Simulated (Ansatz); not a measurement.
# Run report: HfO2, geometry relaxation (part 3 of 3)

Continued. System: HfO2 (slab, 24 atoms in the cell). Method: DFT PBE, scalar-relativistic, plane waves, PAW, no spin polarisation (Ansatz 0.2.0); cutoff 420 eV, 2×3×1 k-mesh, Gaussian smearing of 0.05 eV. The structure derives from an entry of the Crystallography Open Database. The input holds or restrains some coordinates. Forces given for the steps count only the free coordinates. It belongs to a series of runs on one base structure; here: clean slab, lower planes held.

### Output, continued
```
  k-point 3: bands = ["-59.4530", "-59.4530", "-59.3916", "-59.3916", "-59.3328", "-59.3328", "-58.9193", "-58.9193", "-28.4802", "-28.4802", "-28.3162", "-28.3162", "-28.2565", "-28.2565", "-28.1188", "-28.1188", "-28.0833", "-28.0833", "-27.9939", "-27.9939", "-27.9338", "-27.9338", "-27.9058", "-27.9058", "-27.8388", "-27.8388", "-27.6078", "-27.6078", "-27.5943", "-27.5943", "-27.5771", "-27.5771", "-16.0497", "-16.0497", "-15.6995", "-15.6995", "-14.7891", "-14.7891", "-14.6455", "-14.6455",
      "-14.3797", "-14.3797", "-14.2407", "-14.2407", "-13.7687", "-13.7687", "-13.4805", "-13.4805", "-9.4028", "-9.4028", "-9.3948", "-9.3948", "-9.3936", "-9.3936", "-9.3862", "-9.3862", "-9.3570", "-9.3570", "-9.3405", "-9.3405", "-9.3316", "-9.3316", "-9.3258", "-9.3258", "-9.3093", "-9.3093", "-9.3077", "-9.3077", "-9.2636", "-9.2636", "-9.2512", "-9.2512", "-9.2307", "-9.2307", "-9.2286", "-9.2286", "-9.2210", "-9.2210", "-9.2141", "-9.2141",
      "-9.2111", "-9.2111", "-9.2069", "-9.2069", "-9.2017", "-9.2017", "-9.1803", "-9.1803", "-9.1630", "-9.1630", "-8.8096", "-8.8096", "-8.8077", "-8.8077", "-8.8049", "-8.8049", "-8.8023", "-8.8023", "-8.7978", "-8.7978", "-8.7888", "-8.7888", "-8.7664", "-8.7664", "-3.2476", "-3.2476", "-2.9518", "-2.9518", "-2.9250", "-2.9250", "-2.5401", "-2.5401", "-2.4234", "-2.4234", "-1.7378", "-1.7378", "-1.5997", "-1.5997", "-1.5065", "-1.5065",
      "-1.4343", "-1.4343", "-1.1541", "-1.1541", "-0.8880", "-0.8880", "-0.8642", "-0.8642", "-0.4137", "-0.4137", "-0.2295", "-0.2295", "0.0272", "0.0272", "0.1497", "0.1497", "0.4067", "0.4067", "0.5525", "0.5525", "0.9094", "0.9094", "1.0135", "1.0135", "1.2143", "1.2143", "1.2674", "1.2674", "1.3990", "1.3990", "2.0163", "2.0163", "5.4010", "5.4010", "5.6231", "5.6231", "6.2316", "6.2316", "6.3267", "6.3267",
      "6.4863", "6.4863", "6.6261", "6.6261", "6.7476", "6.7476", "6.9553", "6.9553", "7.0336", "7.0336", "7.2416", "7.2416", "7.5406", "7.5406", "7.7897", "7.7897", "8.1195", "8.1195", "8.5710", "8.5710", "8.8793", "8.8793", "9.1415"]
--- Relaxed structure (5 steps of the walk, 5 accepted, 0 SCFs on fresh bases) ---
  F+E_penalty+E_count = -134883.54367416 eV   max|allowed force component| = 1.357e-2 eV/Å
  atoms:
    - { symbol: Hf, position: [0.25, 0.5, 0.3737124407] }
    - { symbol: Hf, position: [0.7500000000000001, 0.5, 0.3737124407] }
    - { symbol: O, position: [0.5, 0.7500000000000001, 0.3737124407] }
    - { symbol: O, position: [0.0, 0.7500000000000001, 0.3737124407] }
    - { symbol: O, position: [0.5, 0.25, 0.3737124407] }
    - { symbol: O, position: [0.0, 0.25, 0.3737124407] }
    - { symbol: Hf, position: [0.5, 0.0, 0.4579041469] }
    - { symbol: Hf, position: [0.0, 0.0, 0.4579041469] }
    - { symbol: O, position: [0.7500000000000001, 0.25, 0.4579041469] }
    - { symbol: O, position: [0.25, 0.25, 0.4579041469] }
    - { symbol: O, position: [0.7500000000000001, 0.7500000000000001, 0.4579041469] }
    - { symbol: O, position: [0.25, 0.7500000000000001, 0.4579041469] }
    - { symbol: Hf, position: [0.7500000000000001, 0.5, 0.5516370815309507] }
    - { symbol: Hf, position: [0.25, 0.5, 0.5516370815309507] }
    - { symbol: O, position: [3.67334272531216e-35, 0.74745881407451, 0.5437662451554504] }
    - { symbol: O, position: [0.5, 0.74745881407451, 0.5437662451554504] }
    - { symbol: O, position: [-6.678804955113018e-35, 0.25254118592549, 0.5437662451554504] }
    - { symbol: O, position: [0.5, 0.25254118592549, 0.5437662451554504] }
    - { symbol: Hf, position: [-3.2559174156175966e-34, 2.9280295298506016e-34, 0.6171662361263776] }
    - { symbol: Hf, position: [0.5, 3.022482095329653e-34, 0.6171662361263776] }
    - { symbol: O, position: [0.25, 0.23993373316862268, 0.6288618634913454] }
    - { symbol: O, position: [0.7500000000000001, 0.23993373316862268, 0.6288618634913454] }
    - { symbol: O, position: [0.25, 0.7600662668313775, 0.6288618634913454] }
    - { symbol: O, position: [0.7500000000000001, 0.7600662668313775, 0.6288618634913454] }
```

### Trajectory as extended XYZ (Å, eV, eV/Å), 4 of the 5 frames kept, from step=1 to step=5
```
24
Lattice="7.2091 0.0000 0.0000 0.0000 5.0976 0.0000 0.0000 0.0000 21.4068" Properties=species:S:1:pos:R:3:forces:R:3 step=1 energy=-134882.05731
Hf    1.8023    2.5488    8.0000    0.0000   0.0000   4.2288
Hf    5.4068    2.5488    8.0000    0.0000   0.0000   4.2288
O     3.6046    3.8232    8.0000    0.0000  -1.1114  -0.9650
O     0.0000    3.8232    8.0000    0.0000  -1.1114  -0.9650
O     3.6046    1.2744    8.0000    0.0000   1.1114  -0.9650
O     0.0000    1.2744    8.0000    0.0000   1.1114  -0.9650
Hf    3.6046    0.0000    9.8023    0.0000   0.0000  -1.8012
Hf    0.0000    0.0000    9.8023    0.0000   0.0000  -1.8012
O     5.4068    1.2744    9.8023    0.0000   0.4322  -0.4343
O     1.8023    1.2744    9.8023    0.0000   0.4322  -0.4343
O     5.4068    3.8232    9.8023    0.0000  -0.4322  -0.4343
O     1.8023    3.8232    9.8023    0.0000  -0.4322  -0.4343
Hf    5.4068    2.5488   11.6046    0.0000   0.0000   1.8011
Hf    1.8023    2.5488   11.6046    0.0000   0.0000   1.8011
O     0.0000    3.8232   11.6046    0.0000   0.4322   0.4343
O     3.6046    3.8232   11.6046    0.0000   0.4322   0.4343
O     0.0000    1.2744   11.6046    0.0000  -0.4322   0.4343
O     3.6046    1.2744   11.6046    0.0000  -0.4322   0.4343
Hf    0.0000    0.0000   13.4068    0.0000   0.0000  -4.2288
Hf    3.6046    0.0000   13.4068    0.0000   0.0000  -4.2288
O     1.8023    1.2744   13.4068    0.0000  -1.1114   0.9650
O     5.4068    1.2744   13.4068    0.0000  -1.1114   0.9650
O     1.8023    3.8232   13.4068    0.0000   1.1114   0.9650
O     5.4068    3.8232   13.4068    0.0000   1.1114   0.9650
24
Lattice="7.2091 0.0000 0.0000 0.0000 5.0976 0.0000 0.0000 0.0000 21.4068" Properties=species:S:1:pos:R:3:forces:R:3 step=2 energy=-134883.30282
Hf    1.8023    2.5488    8.0000    0.0000   0.0000   4.3815
Hf    5.4068    2.5488    8.0000    0.0000   0.0000   4.3815
O     3.6046    3.8232    8.0000    0.0000  -1.0706  -0.9375
O     0.0000    3.8232    8.0000    0.0000  -1.0706  -0.9375
O     3.6046    1.2744    8.0000    0.0000   1.0706  -0.9375
O     0.0000    1.2744    8.0000    0.0000   1.0706  -0.9375
Hf    3.6046    0.0000    9.8023    0.0000   0.0000  -2.9738
Hf    0.0000    0.0000    9.8023    0.0000   0.0000  -2.9738
O     5.4068    1.2744    9.8023    0.0000   0.4252  -0.1365
O     1.8023    1.2744    9.8023    0.0000   0.4252  -0.1365
O     5.4068    3.8232    9.8023    0.0000  -0.4252  -0.1365
O     1.8023    3.8232    9.8023    0.0000  -0.4252  -0.1365
Hf    5.4068    2.5488   11.6874    0.0000   0.0000   1.4754
Hf    1.8023    2.5488   11.6874    0.0000   0.0000   1.4754
O     0.0000    3.8112   11.5792    0.0000   0.0768   0.3504
O     3.6046    3.8112   11.5792    0.0000   0.0768   0.3504
O     0.0000    1.2864   11.5792    0.0000  -0.0768   0.3504
O     3.6046    1.2864   11.5792    0.0000  -0.0768   0.3504
Hf    0.0000    0.0000   13.2070    0.0000   0.0000  -0.1026
Hf    3.6046    0.0000   13.2070    0.0000   0.0000  -0.1026
O     1.8023    1.2142   13.4650    0.0000   0.3468  -0.6668
O     5.4068    1.2142   13.4650    0.0000   0.3468  -0.6668
O     1.8023    3.8834   13.4650    0.0000  -0.3468  -0.6668
O     5.4068    3.8834   13.4650    0.0000  -0.3468  -0.6668
24
Lattice="7.2091 0.0000 0.0000 0.0000 5.0976 0.0000 0.0000 0.0000 21.4068" Properties=species:S:1:pos:R:3:forces:R:3 step=4 energy=-134883.54331
Hf    1.8023    2.5488    8.0000    0.0000   0.0000   4.6007
Hf    5.4068    2.5488    8.0000    0.0000   0.0000   4.6007
O     3.6046    3.8232    8.0000    0.0000  -0.9969  -0.8630
O     0.0000    3.8232    8.0000    0.0000  -0.9969  -0.8630
O     3.6046    1.2744    8.0000    0.0000   0.9969  -0.8630
O     0.0000    1.2744    8.0000    0.0000   0.9969  -0.8630
Hf    3.6046    0.0000    9.8023    0.0000   0.0000  -3.2740
Hf    0.0000    0.0000    9.8023    0.0000   0.0000  -3.2740
O     5.4068    1.2744    9.8023    0.0000   0.3763   0.1929
O     1.8023    1.2744    9.8023    0.0000   0.3763   0.1929
O     5.4068    3.8232    9.8023    0.0000  -0.3763   0.1929
O     1.8023    3.8232    9.8023    0.0000  -0.3763   0.1929
Hf    5.4068    2.5488   11.8083    0.0000   0.0000  -0.0340
Hf    1.8023    2.5488   11.8083    0.0000   0.0000  -0.0340
O     0.0000    3.8108   11.6396    0.0000  -0.0098  -0.0027
O     3.6046    3.8108   11.6396    0.0000  -0.0098  -0.0027
O     0.0000    1.2868   11.6396    0.0000   0.0098  -0.0027
O     3.6046    1.2868   11.6396    0.0000   0.0098  -0.0027
Hf    0.0000    0.0000   13.2104    0.0000   0.0000  -0.0204
Hf    3.6046    0.0000   13.2104    0.0000   0.0000  -0.0204
O     1.8023    1.2255   13.4590    0.0000  -0.0504   0.0342
O     5.4068    1.2255   13.4590    0.0000  -0.0504   0.0342
O     1.8023    3.8721   13.4590    0.0000   0.0504   0.0342
O     5.4068    3.8721   13.4590    0.0000   0.0504   0.0342
24
Lattice="7.2091 0.0000 0.0000 0.0000 5.0976 0.0000 0.0000 0.0000 21.4068" Properties=species:S:1:pos:R:3:forces:R:3 step=5 energy=-134883.54367
Hf    1.8023    2.5488    8.0000    0.0000   0.0000   4.6036
Hf    5.4068    2.5488    8.0000    0.0000   0.0000   4.6036
O     3.6046    3.8232    8.0000    0.0000  -0.9972  -0.8640
O     0.0000    3.8232    8.0000    0.0000  -0.9972  -0.8640
O     3.6046    1.2744    8.0000    0.0000   0.9972  -0.8640
O     0.0000    1.2744    8.0000    0.0000   0.9972  -0.8640
Hf    3.6046    0.0000    9.8023    0.0000   0.0000  -3.2599
Hf    0.0000    0.0000    9.8023    0.0000   0.0000  -3.2599
O     5.4068    1.2744    9.8023    0.0000   0.3768   0.1931
O     1.8023    1.2744    9.8023    0.0000   0.3768   0.1931
O     5.4068    3.8232    9.8023    0.0000  -0.3768   0.1931
O     1.8023    3.8232    9.8023    0.0000  -0.3768   0.1931
Hf    5.4068    2.5488   11.8088    0.0000   0.0000   0.0102
Hf    1.8023    2.5488   11.8088    0.0000   0.0000   0.0102
O     0.0000    3.8103   11.6403    0.0000  -0.0027  -0.0020
O     3.6046    3.8103   11.6403    0.0000  -0.0027  -0.0020
O     0.0000    1.2874   11.6403    0.0000   0.0027  -0.0020
O     3.6046    1.2874   11.6403    0.0000   0.0027  -0.0020
Hf    0.0000    0.0000   13.2116    0.0000   0.0000  -0.0078
Hf    3.6046    0.0000   13.2116    0.0000   0.0000  -0.0078
O     1.8023    1.2231   13.4619    0.0000   0.0136  -0.0002
O     5.4068    1.2231   13.4619    0.0000   0.0136  -0.0002
O     1.8023    3.8745   13.4619    0.0000  -0.0136  -0.0002
O     5.4068    3.8745   13.4619    0.0000  -0.0136  -0.0002
```

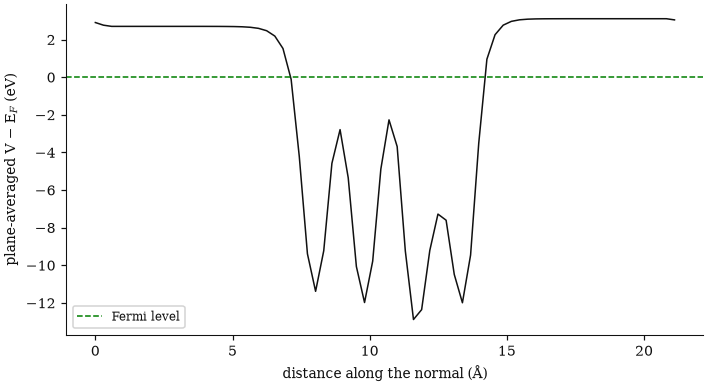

Figure 1. Plane average of the electrostatic potential energy of an electron across the cell, from the Fermi level. The vacuum level lies 3.11 eV above the Fermi level on the upper side and 2.71 eV on the lower.

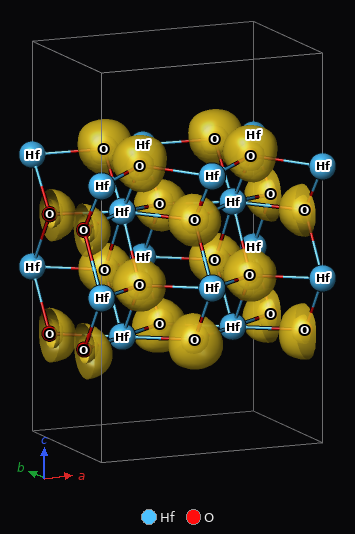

Figure 2. Isosurface of the electron localisation function at 0.75 (yellow), seen slightly off an axis. Only the valence region is drawn (cores and ρ < 0.01 e/Å³ removed). Sticks mark near contacts. Profiles from the grid: Hf–O (2.03 Å): the ELF peaks at about 0.80 in the valence shell of O, 0.6 Å from its nucleus, and drops to about 0.25 between the two atoms. Hf–O (2.12 Å): the ELF peaks at about 0.85 in the valence shell of O, 0.6 Å from its nucleus, and drops to about 0.20 between the two atoms. Core electrons are frozen (PAW), so the fields are smoothed inside the atomic spheres.

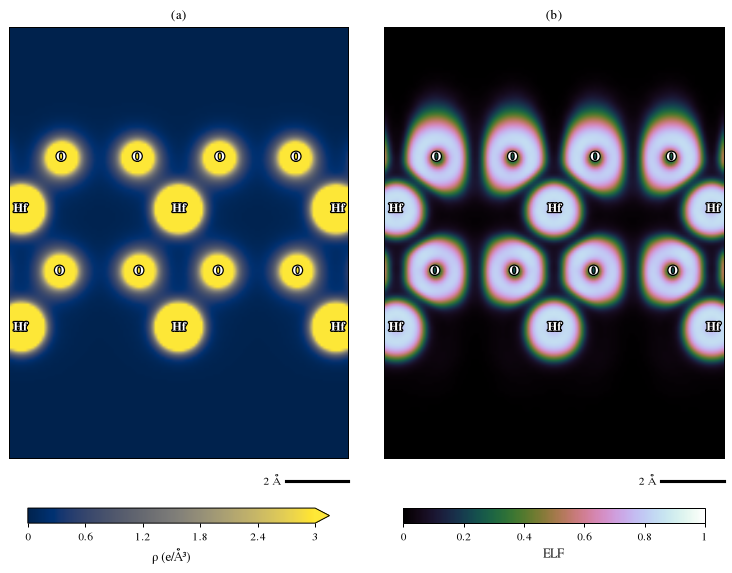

Figure 3. (a) valence charge density (pseudo); (b) ELF on the (100) plane of the calculation cell, a cut from vacuum to vacuum. Hf–O (2.12 Å): the density is about 0.72 e/Å³ at the midpoint; the ELF peaks at about 0.85 in the valence shell of O, 0.6 Å from its nucleus, and drops to about 0.20 between the two atoms. Hf–O (2.21 Å): ρ at the midpoint is about 0.57 e/Å³; the ELF is about 0.20 at the midpoint. The density dies away to nearly zero in the vacuum. The strong features right at Hf lie inside the PAW spheres (semicore, d or f shells) and say nothing about bonding.

This output came from the following input.

### The input
```yaml
crystal:
  lattice:
    - [7.2091113505, 0.0, 0.0]
    - [0.0, 5.0976115223, 0.0]
    - [0.0, 0.0, 21.4068335129]
  atoms:
    - { symbol: Hf, position: [0.25, 0.5, 0.3737124407] }
    - { symbol: Hf, position: [0.75, 0.5, 0.3737124407] }
    - { symbol: O, position: [0.5, 0.75, 0.3737124407] }
    - { symbol: O, position: [0.0, 0.75, 0.3737124407] }
    - { symbol: O, position: [0.5, 0.25, 0.3737124407] }
    - { symbol: O, position: [0.0, 0.25, 0.3737124407] }
    - { symbol: Hf, position: [0.5, 0.0, 0.4579041469] }
    - { symbol: Hf, position: [0.0, 0.0, 0.4579041469] }
    - { symbol: O, position: [0.75, 0.25, 0.4579041469] }
    - { symbol: O, position: [0.25, 0.25, 0.4579041469] }
    - { symbol: O, position: [0.75, 0.75, 0.4579041469] }
    - { symbol: O, position: [0.25, 0.75, 0.4579041469] }
    - { symbol: Hf, position: [0.75, 0.5, 0.5420958531] }
    - { symbol: Hf, position: [0.25, 0.5, 0.5420958531] }
    - { symbol: O, position: [0.0, 0.75, 0.5420958531] }
    - { symbol: O, position: [0.5, 0.75, 0.5420958531] }
    - { symbol: O, position: [0.0, 0.25, 0.5420958531] }
    - { symbol: O, position: [0.5, 0.25, 0.5420958531] }
    - { symbol: Hf, position: [0.0, 0.0, 0.6262875593] }
    - { symbol: Hf, position: [0.5, 0.0, 0.6262875593] }
    - { symbol: O, position: [0.25, 0.25, 0.6262875593] }
    - { symbol: O, position: [0.75, 0.25, 0.6262875593] }
    - { symbol: O, position: [0.25, 0.75, 0.6262875593] }
    - { symbol: O, position: [0.75, 0.75, 0.6262875593] }
basis:
  ecutwfc: 420
kpoints:
  mp_grid: { grid: [2, 3, 1] }
hamiltonian:
  xc: pbe
scf:
  occupations: { method: gaussian, width: 0.05 }
output:
  forces: true
  eigenvalues: true
  write_density: true
  write_potential: true
  elf: true
  volumetric_format: npy
relax:
  adjacent_minimum: "off"
  f_tol: 0.03
  max_steps: 70
  constraints: [{ sites: [0, 1, 2, 3, 4, 5, 6, 7, 8, 9, 10, 11] }]
efield:
  axis: 3
  dipole_correction: true
  ramp_width: 0.04
```

Command:
```bash
ansatz run input.yaml --threads 4 --pin off --max-ram 10240MiB --backend cpu --events-out ev --progress --plain --runs-dir out
```

### Results in brief

| quantity | value |
| --- | --- |
| outcome | converged under the restraints of the input |
| electrons treated | 304 |
| free energy | −134883.5437 eV |
| work function, top face | 3.11 eV |
| work function, bottom face | 2.71 eV |
| Fermi energy | 3.960 eV |
| gap on the k-point mesh | 1.66 eV |
| final volume | 786.69 Å³ |
| work function (upper face) | 3.11 eV |
| largest force (length of the vector) at the end, held atoms and coordinates included | 4.604 eV/Å |
| hardware | 4 threads of AMD EPYC (Zen 5), 32 GiB of memory available, shared host |
| wall time | 33 s (CPU time 1.7 min) |
| peak memory | 2.3 GiB |

Warnings of the run: the exchange-correlation potential is rough where the density is thin. Spin–orbit coupling is left out, which matters for Hf.
